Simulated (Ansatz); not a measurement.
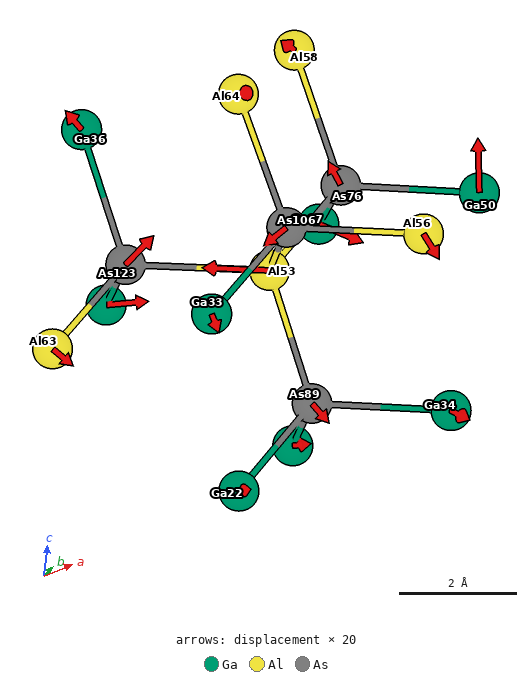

A relaxation of crystalline Ga$_{52}$Al$_{12}$As$_{64}$ (a generated structure, set up in P1). The starting structure is drawn; red arrows show the displacements, magnified 20 times.

A ball-and-stick model of the atoms within 4.2 Å of the atom that moves most (axes of the cell of the calculation), seen slightly off an axis.

The calculation used DFT, PBEsol, PAW, plane waves (Ansatz). Settings: plane-wave cutoff 420 eV; k-point mesh 1 × 1 × 1; mesh shifted by (0.5, 0.5, 0.5); no spin polarisation; cell relaxed at fixed shape; force threshold 0.03 eV/Å; at most 80 steps.

Question: What happened in the run?

Answer: An Al atom moves most: 0.063 Å roughly along [−3 −1 1]. By element the largest moves are Al 0.063 Å, Ga 0.059 Å, As 0.058 Å. The lattice vectors keep their values. Near-neighbour distances that change, for instance: Al–As 2.532 → 2.453 Å, Al–As 2.408 → 2.453 Å, Al–As 2.478 → 2.454 Å, Al–As 2.435 → 2.456 Å. The space group stays P1 (No. 1). Over 3 geometry steps the energy falls by 5.7 meV per atom. Largest force component: 0.72 eV/Å at the start, 0.016 eV/Å at the end. Pressure: 0.07 GPa at the start and 0.01 GPa at the end. The run took 6.9 s on 1 × NVIDIA GB200 with 8 threads of Arm Neoverse-V2, peak memory 2.9 GiB.
